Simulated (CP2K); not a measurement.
**ZnO: density, localisation and related maps**

```
Zn O
1.0
     2.68821    0.00000    0.00000
     0.00000    2.68821    0.00000
     0.00000    0.00000    2.68821
Zn O
1 1
Direct
  0.00000 0.00000 0.00000
  0.50000 0.50000 0.50000
```

Space group Pm-3m; a generated structure, not necessarily the stable one.

Computed with Kohn-Sham DFT of a periodic cell, PBE, GTH-PBE with UZH-TZVP basis in CP2K.

The density is the valence pseudo-density of a pseudopotential calculation; it isn't the true density close to the nuclei.

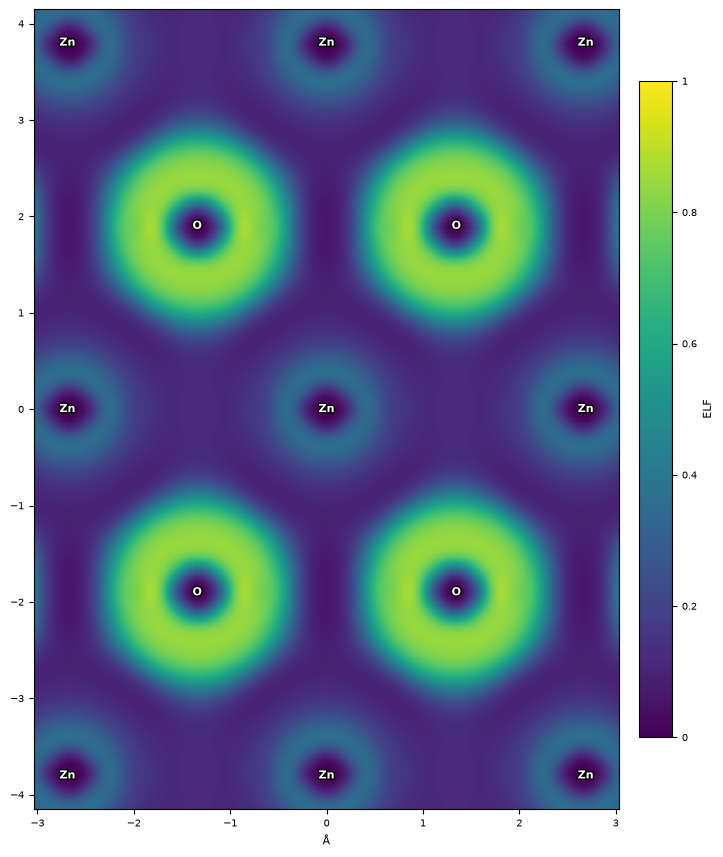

Figure 1. Electron localisation function on the (110) plane of the conventional cell.

Describe what can be read from this map.

The section cuts through Zn and O sites.
Zn–O (2.33 Å): the ELF is about 0.15 at the midpoint; no localised pair shows between them.

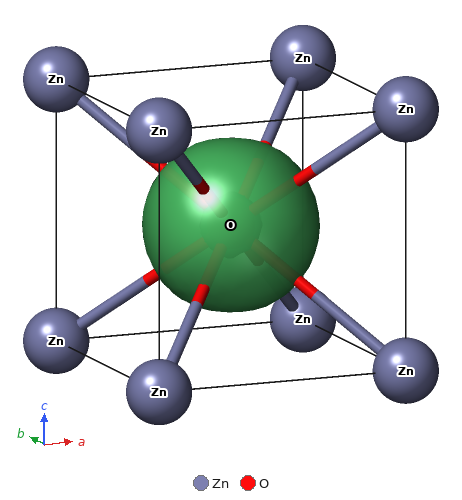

Figure 2. Isosurface of the electron localisation function at 0.6 (green), seen slightly off an axis. Only the valence region is drawn (cores and ρ < 0.01 e/Å³ removed). Sticks mark near contacts.

Where are the electrons localised?

The surface consists of one region wrapped around O (its valence shell), counted in one cell of 2 atoms. Any copies at cell faces, edges or corners count once.
